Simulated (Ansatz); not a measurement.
# PbSe (Clausthalite): spin-orbit coupling beyond the local functionals

How far does spin-orbit coupling move the gap of PbSe (Clausthalite)?

Method: density functionals with and without spin-orbit coupling, plane waves, PAW, in Ansatz 0.2.0.

### 1. The starting structure

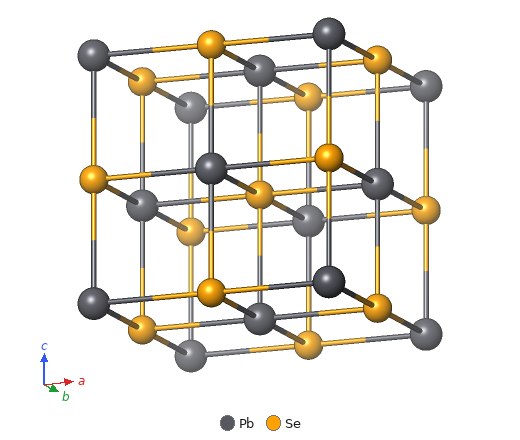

Start, viewed from a free direction; lead dark grey, selenium orange. This picture shows the conventional cell, with its axes. Some periodic images of atoms are drawn too.

As a file:

```cif
data_structure
_symmetry_space_group_name_H-M 'P 1'
_symmetry_Int_Tables_number 1
_cell_length_a 4.3284
_cell_length_b 4.3284
_cell_length_c 4.3284
_cell_angle_alpha 60.000
_cell_angle_beta 60.000
_cell_angle_gamma 60.000
_cell_volume 57.34
loop_
_atom_site_label
_atom_site_type_symbol
_atom_site_fract_x
_atom_site_fract_y
_atom_site_fract_z
_atom_site_occupancy
Pb1 Pb 0.00000 0.00000 0.00000 1
Se2 Se 0.50000 0.50000 0.50000 1
```

The cell and positions come from the Crystallography Open Database and are kept as given unless a step says otherwise. Spin-orbit coupling is left out unless a step names it.

### 2. HSE06, 4×4×4 mesh

This step: DFT, HSE06, plane waves, PAW; PAW set soft_1.

File input.yaml:

```yaml
crystal:
  lattice:
    - [0.0, 3.06065, 3.06065]
    - [3.06065, 0.0, 3.06065]
    - [3.06065, 3.06065, 0.0]
  atoms:
    - { symbol: Pb, position: [0.0, 0.0, 0.0] }
    - { symbol: Se, position: [0.5, 0.5, 0.5] }
kpoints:
  mp_grid: { grid: [4, 4, 4] }
  band_path:
    path:
      - [0.0, 0.0, 0.0]
      - [0.5, 0.0, 0.5]
      - [0.625, 0.25, 0.625]
      - [0.375, 0.375, 0.75]
      - [0.5, 0.5, 0.5]
      - [0.5, 0.25, 0.75]
    npoints: 1
hamiltonian:
  xc: hse06
  pseudopotentials: { kind: paw, azcp: { folder: soft_1 } }
scf:
  occupations: { method: fixed }
  n_extra_bands: 4
output:
  eigenvalues: true
```

On the command line:

```
> ansatz run input.yaml --threads 3 --pin off --max-ram 92160MiB --backend cuda --events-out ev --progress --plain --runs-dir out --devices 1 --max-vram 13GiB
```

Numbers of over 12 decimals in the logs are rounded to 6 here.

Log:

```text
scf.n_extra_bands = 4 over 15 filled bands (N_el = 30.0): the run solves 19 bands
GPUs: using 1 of 1 available (devices: 1).
Engine: ansatz 0.2.0, x86_64-unknown-linux-gnu
Pseudopotentials: kind: paw
Pseudopotential: Pb, paw, valence charge 14, recommended cutoff 420 eV (normal), soft_1/Pb.paw.azcp
Pseudopotential: Se, paw, valence charge 16, recommended cutoff 420 eV (normal), soft_1/Se.paw.azcp
Functional definition: HSE06
  parameter a = 0.25
  parameter omega = 0.11/bohr
  exchange = pbe_x - a*pbe_x_sr(omega) + a*exact_x_sr(omega)
  correlation = pbe_c
davidson cushion auto → on  (no smearing: the cushion is to keep the highest requested band from converging to the state above it; pin scf.eigensolver.cushion to override)
device memory: the entry about to start is reckoned to put 1.0 GiB on a device that reports 38.3 GiB free (of which the cap on the GPU budget leaves the run 13.0 GiB)
GPU FFT provider: cuFFT
GPU libraries: cuBLAS 13.8.2, cuFFT 12.4.0, cuSOLVER 12.3.4
Crystal: 2 atoms, lattice volume = 57.342 Å³
Basis set: ecut = 420 eV, 1139 PW (Γ)
Bands: 19, of which v1, the nominal top of the filled ones, is band 15 counted from 1 (14 counted from 0)
Symmetry: 48 space group operations
Space group: Fm-3m (ITA 225), of the structure as read, at distance tolerance 3.9e-5 Å
k-points: 8 of 64
Non-local potential: Pb, projectors of the file, l = 0: 2, l = 1: 2, l = 2: 2, l = 3: 1
Non-local potential: Se, projectors of the file, l = 0: 2, l = 1: 2, l = 2: 3, l = 3: 1
PAW form: soft (Blöchl's): semilocal exchange-correlation on the pseudo side does not see the compensation charge
PAW frozen core: Pb, regenerated for the run's functional, and the local potential with it (the file was generated under x = pbe(κ = 0.804, μ = 0.219515), c = pbe(β = 0.066725))
PAW frozen core: Se, regenerated for the run's functional, and the local potential with it (the file was generated under x = pbe(κ = 0.804, μ = 0.219515), c = pbe(β = 0.066725))
PAW one-centre angular grid: Pb, 590 points (default); XC on 64 Gauss nodes
PAW one-centre angular grid: Se, 590 points (default); XC on 64 Gauss nodes
Initial density: superposition of atomic densities (chi_scale 0.1, normalization cell, long waves kept (reshape's long-wave potential 0.00 eV rms))
Initial wavefunctions: pseudopotential atomic-orbital guess
GPU buffer pool allocated for 27000 grid points (all kernels)
GPU transforms: local potential and band sums: pruned to the plane-wave sphere, on 30×30×30
Functional: x = pbe(κ = 0.804, μ = 0.219515), c = pbe(β = 0.066725), warm-up for x = pbe(κ = 0.804, μ = 0.219515) + 0.25 (exact − pbe) at short range (hse, ω = 0.207870 Å⁻¹), c = pbe(β = 0.066725); HSE06 as pw.x's `hse` composes it (authors' and Libxc's form: `xc: wpbeh`)
[...]
Exchange kernel: α = 0.2500, screened, ω = 0.2079 Å⁻¹, Wigner–Seitz truncation, v(0) = 1035.9106 eV·Å³, q-mesh 4×4×4, nearest image of the exchange supercell L = 17.31 Å, pair-density grid 18×18×18, without the augmentation charges, whose exchange is taken in its separable form by FFT convolution over the k-point mesh (sized by the pseudopotential files, 24×24×24 at the most), smooth part of the exact exchange by density-matrix convolution in up to 1.40 GiB of GPU memory as planned if the GPU has room (build and FFT work areas not counted)
Frozen-core exchange: fock
SCF iter   1: F=—  HF=-17384.016718 eV  |F-HF|=—  |Δ(HF+E_count)|=         —  Δρ=4.08e-5  dr2=6.97e-7  ethr=7.33e-7  ⟨swp⟩=2.2  Hψ=338  notcnv=0
preconditioner: auto → none  [insulator: Δε(μ)=0.703 eV  Ē_g=17.162 eV  n_scr=14 (ndim 8)  ℏωp=21.9 eV  f_vac=0.019]
SCF iter   2: F=—  HF=-17384.016718 eV  |F-HF|=—  |Δ(HF+E_count)|=   6.72e-7  Δρ=2.53e-5  dr2=2.17e-7  ethr=1.99e-9  ⟨swp⟩=4.4  Hψ=597  notcnv=0
SCF iter   3: F=—  HF=-17384.016718 eV  |F-HF|=—  |Δ(HF+E_count)|=   1.14e-8  Δρ=1.07e-5  dr2=1.12e-7  ethr=3.87e-10  ⟨swp⟩=2.0  Hψ=336  notcnv=0
SCF iter   4: F=-17384.016719 eV  HF=-17384.016719 eV  |F-HF|=4.56e-8  |Δ(HF+E_count)|=   4.31e-7  Δρ=8.80e-6  dr2=6.09e-8  ethr=6.29e-11  ⟨swp⟩=4.5  Hψ=581  notcnv=0
SCF 3 converged in 4 iterations: F = -17384.016719 eV  dr2 = 6.09e-8
hybrid outer 2: dexx = +4.936e-7 eV, tail = 1.36e-7 eV, Δε = 3.15e-3 eV (about 2.91e-4 eV left of the loop's levels)
device memory: the entry about to start is reckoned to put 0.4 GiB on a device that reports 39.3 GiB free (of which the cap on the GPU budget leaves the run 13.0 GiB)
NSCF: frozen V_eff on 6 k-points
hybrid SCF converged: 2 outer / 9 inner (+6 warm-up), last move |dexx| = 4.94e-7 eV, tail = 1.36e-7 eV
Stability not checked: this state was not tested for a lower state beside it, because the functional holds exact exchange (a hybrid, or Hartree-Fock), whose exchange loop this test does not read (fock_operator; see scf.lower_state_search)
Free energy (F): -17384.016719 eV
Frozen-core exchange: fock
Harris-Foulkes:  -17384.016719 eV  (|F-HF|=4.56e-8)
Internal energy: -17384.016719 eV  (E = F + TS)
E sigma→0 (E₀):  -17384.016719 eV
Fermi energy:    8.684074 eV
--- Per-component energies (eV) ---
  E_band       = -498.704018
  E_kinetic    = 401.793371
  E_local      = -3718.584629  (includes V_loc(G=0)·N_el)
  E_nonlocal   = -50.283570
  E_hartree    = 1812.223112
  E_xc         = -233.847360
  E_vxc        = -183.708032  (∫ρ·V_xc dr)
  E_exx        = -99.575683  (= α·E_x^exact, valence–valence)
  E_paw        = -12483.294116  (= ΣΔE_a)
  E_vpaw       = -373.225925  (= ΣTr[D̂ρ^β])
  E_aug_tail   = -0.000374  (compensation charges beyond the density's cutoff)
  E_ewald      = -3011.707258
  E_core_change = -0.740212  (= ΣΔE_core)
  E_smearing   = -0.000000  (= −TS)
  E_closure    = -0.000000  (closes the sum)
  Σ components = -17384.016719   (vs F -17384.016719, Δ=-3.64e-12)
--- Band table (eV; the first three rows and the last of 8) ---
  k-point 0: bands = [... 11 lower, 2.0379, 6.4873, 6.4873, 6.4873, 14.1568, 14.1568, 14.1568, 15.8339]
  k-point 1: bands = [... 11 lower, 0.4946, 6.6592, 6.6592, 7.5516, 11.3441, 12.1503, 12.1503, 15.8546]
  k-point 2: bands = [... 11 lower, -0.9447, 6.9093, 6.9093, 8.6841, 9.3870, 10.8389, 10.8389, 18.0000]
  k-point 7: bands = [... 11 lower, -0.0010, 3.9080, 3.9080, 7.7256, 11.0879, 14.3316, 14.3316, 17.2287]
```

The job ended after 18 s (1 × NVIDIA H100 80GB HBM3 (shared by 6 runs) with 3 threads of AMD EPYC 7R13 (Zen 3), shared host; peak memory 1 GiB; 19 s of CPU time).

This step gave:

```yaml
gap: 0.7029 eV
valence_top_at: L
conduction_bottom_at: L
least_direct_gap: 0.7029 eV
exact_exchange_fraction: 0.25
```

The gap is direct, at (0.500, 0.500, 0.500).

### 3. HSE06+SOC, 4×4×4 mesh

Spin-orbit coupling can split or shift the edges; a non-collinear run measures by how much.

This step: DFT, HSE06 with spin-orbit coupling, plane waves, PAW; PAW set soft_1.

input.yaml, the sections that differ from step 2:

```yaml
hamiltonian:
  xc: hse06
  pseudopotentials: { kind: paw_fr, azcp: { folder: soft_1 } }
scf:
  occupations: { method: fermi_dirac, width: 0.02 }
  n_extra_bands: 8
magnetization:
  noncollinear: true
  spin_orbit: true
# crystal, kpoints, output: as in step 2
```

Log:

```text
[...]
GPUs: using 1 of 1 available (devices: 1).
[...]
non-collinear run that drives no moment, with spin-orbit: no starting moment large enough to seed its density (crystal.atoms[].spin), no starting occupations that ask for one, no magnetisation constraint and no magnetic field, so the semilocal B_xc is pinned to zero
[...]
GPU FFT provider: cuFFT
GPU libraries: cuBLAS 13.8.2, cuFFT 12.4.0, cuSOLVER 12.3.4
Crystal: 2 atoms, lattice volume = 57.342 Å³
Basis set: ecut = 420 eV, 1139 PW (Γ)
Bands: 38, of which v1, the nominal top of the filled ones, is band 30 counted from 1 (29 counted from 0)
Symmetry: 48 space group operations + 48 with time reversal
[...]
k-points: 8 of 64
Projection manifold: j_resolved (fully-relativistic pseudo-atomic orbitals)
[...]
GPU buffer pool allocated for 27000 grid points (all kernels)
[...]
SCF iter   1: F=—  HF=-17417.813288 eV  |F-HF|=—  |Δ(HF+E_count)|=         —  Δρ=1.81e-2  dr2=2.52e-1  dr2_m=0.00e0 (ungated)  ethr=8.46e-4  |M|=0.00e0 ∫|m|=0.00e0 μB  |m|>n=0.0e0 m-floor=0.0e0 τ_xc=0.0e0  β_m=0.30  ⟨swp⟩=6.5  Hψ=1738  notcnv=0
[...]
spin=Noncollinear: Kerker preconditioning applied to the charge; magnetization (m_x, m_y, m_z) channels mix plain (no charge-response kernel on spin).
SCF iter   2: F=—  HF=-17417.788032 eV  |F-HF|=—  |Δ(HF+E_count)|=   2.53e-2  Δρ=1.35e-2  dr2=1.39e-1  dr2_m=0.00e0 (ungated)  ethr=8.40e-4  |M|=0.00e0 ∫|m|=0.00e0 μB  |m|>n=0.0e0 m-floor=0.0e0 τ_xc=0.0e0  β_m=0.65  ⟨swp⟩=2.0  Hψ=608  notcnv=0
[...]
SCF iter   6: F=-17417.768062 eV  HF=-17417.768064 eV  |F-HF|=1.92e-6  |Δ(HF+E_count)|=   1.81e-6  Δρ=5.27e-5  dr2=2.17e-6  dr2_m=0.00e0 (ungated)  ethr=4.03e-8  |M|=0.00e0 ∫|m|=0.00e0 μB  |m|>n=0.0e0 m-floor=0.0e0 τ_xc=0.0e0  ⟨swp⟩=3.8  Hψ=756  notcnv=0
SCF 1 stopped early in 6 iterations: F = -17417.768062 eV  dr2 = 2.17e-6
[...]
GPU FFT provider: cuFFT
GPU libraries: cuBLAS 13.8.2, cuFFT 12.4.0, cuSOLVER 12.3.4
Projection manifold: j_resolved (fully-relativistic pseudo-atomic orbitals)
[...]
GPU buffer pool allocated for 27000 grid points (all kernels)
[...]
Frozen-core exchange: fock
SCF iter   1: F=—  HF=-17393.755334 eV  |F-HF|=—  |Δ(HF+E_count)|=         —  Δρ=5.64e-3  dr2=2.37e-2  dr2_m=0.00e0 (ungated)  ethr=7.24e-8  |M|=0.00e0 ∫|m|=0.00e0 μB  |m|>n=0.0e0 m-floor=0.0e0 τ_xc=0.0e0  β_m=0.30  ⟨swp⟩=9.1  Hψ=1692  notcnv=0
[...]
SCF iter   9: F=-17393.751695 eV  HF=-17393.751695 eV  |F-HF|=2.91e-8  |Δ(HF+E_count)|=   1.46e-7  Δρ=6.54e-6  dr2=1.80e-8  dr2_m=0.00e0 (ungated)  ethr=1.13e-9  |M|=0.00e0 ∫|m|=0.00e0 μB  |m|>n=0.0e0 m-floor=0.0e0 τ_xc=0.0e0  ⟨swp⟩=3.6  Hψ=722  notcnv=0
SCF 2 converged in 9 iterations: F = -17393.751695 eV  dr2 = 1.80e-8
hybrid outer 1: dexx = +1.137e-2 eV, tail = 6.46e-3 eV
GPU FFT provider: cuFFT
GPU libraries: cuBLAS 13.8.2, cuFFT 12.4.0, cuSOLVER 12.3.4
Projection manifold: j_resolved (fully-relativistic pseudo-atomic orbitals)
GPU buffer pool allocated for 27000 grid points (all kernels)
[...]
Frozen-core exchange: fock
[...]
SCF 3 stopped early in 5 iterations: F = -17393.758040 eV  dr2 = 5.41e-5
[...]
GPU FFT provider: cuFFT
GPU libraries: cuBLAS 13.8.2, cuFFT 12.4.0, cuSOLVER 12.3.4
Projection manifold: j_resolved (fully-relativistic pseudo-atomic orbitals)
GPU buffer pool allocated for 27000 grid points (all kernels)
[...]
Frozen-core exchange: fock
[...]
eigensolver tolerance schedule: the retry pair's looser diagonalisation over-reported the residual by 0.45 of it (diagonalisation noise at 0.45 of the residual, at the tolerance the schedule requests for it); recorded, not acted on — ethr = c·dr2/N_el stays at c = 1.0e-1
[...]
SCF 4 converged in 6 iterations: F = -17393.758259 eV  dr2 = 7.29e-11
[...]
GPU FFT provider: cuFFT
GPU libraries: cuBLAS 13.8.2, cuFFT 12.4.0, cuSOLVER 12.3.4
Projection manifold: j_resolved (fully-relativistic pseudo-atomic orbitals)
GPU buffer pool allocated for 27000 grid points (all kernels)
[...]
Frozen-core exchange: fock
[...]
SCF 5 converged in 2 iterations: F = -17393.758259 eV  dr2 = 6.91e-11
[...]
NSCF: frozen V_eff on 6 k-points
[...]
Magnetization: |M| = 0.0000 μB,  M = (+0.0000, +0.0000, +0.0000) μB
Absolute magnetization: 0.0000 μB (∫|m|)
  site 0: m = (+0.0000, +0.0000, +0.0000) μB, |m| = 0.0000 μB  (R = 1.26 Å)
  site 1: m = (+0.0000, +0.0000, +0.0000) μB, |m| = 0.0000 μB  (R = 1.26 Å)
Free energy (F): -17393.758259 eV
Frozen-core exchange: fock
[...]
Internal energy: -17393.757626 eV  (E = F + TS)
E sigma→0 (E₀):  -17393.757943 eV
Entropy (-TS):   -0.000633 eV (-0.317 meV/atom)
Fermi energy:    8.772095 eV
[...]
--- Band table (eV; the first three rows and the last of 8) ---
  k-point 0: bands = [... 26 lower, 6.6585, 6.6585, 6.6585, 6.6585, 12.4113, 12.4113, 14.8576, 14.8576, ... 4 higher]
  k-point 1: bands = [... 26 lower, 6.7952, 6.7952, 7.5643, 7.5643, 10.5828, 10.5828, 12.0523, 12.0523, ... 4 higher]
  k-point 2: bands = [... 26 lower, 6.9933, 6.9933, 8.7009, 8.7009, 8.8433, 8.8433, 10.4815, 10.4815, ... 4 higher]
  k-point 7: bands = [... 26 lower, 3.9459, 3.9459, 7.6980, 7.6980, 10.8301, 10.8301, 14.2357, 14.2357, ... 4 higher]
```

The job ended after 39 s (1 × NVIDIA H100 80GB HBM3 (shared by 6 runs) with 3 threads; peak memory 1.4 GiB; 60 s of CPU time).

This step gave:

```yaml
gap: 0.1423 eV
valence_top_at: L
conduction_bottom_at: L
least_direct_gap: 0.1423 eV
exact_exchange_fraction: 0.25
```

The gap by band count is 0.14 eV. The coupling has all but closed it or inverted the bands, so the difference from HSE06 may be no measure of the shift.

### 4. Together

Times are wall times on 1 × NVIDIA H100 80GB HBM3 (shared by 6 runs) with 3 threads of AMD EPYC 7R13 (Zen 3), shared host, good to a factor of about two.

```tsv
level	gap (eV)	with coupling (eV)	change (eV)	time	with coupling
HSE06	0.70	0.14	−0.56	18 s	39 s
```

### 5. What came out

- HSE06: 0.70 eV
- HSE06+SOC: 0.14 eV

In words: Spin-orbit coupling changes the gap by −0.56 eV and the least direct gap by −0.56 eV. With so narrow a gap beside heavy atoms the bands may invert, and the change is then no simple shift.

[Paths, hosts, dates, memory and timing lines, banners, echoed tables and standing remarks are left out of the program output.]

[Logs are printed without paths, hosts, clocks, repeated set-up lines and the standing remarks that a program may print on its own settings, such as how far it seeks lower states.]

[Runs of the session that timed out or met a known fault of the program may be left out.]

[Cells called generated may have been cut or substituted from an entry of the Crystallography Open Database or the Materials Project.]

[Hosts, paths, dates, database ids (printed as entryN), source tags and the programs' standing remarks are cut or masked in the printed files.]
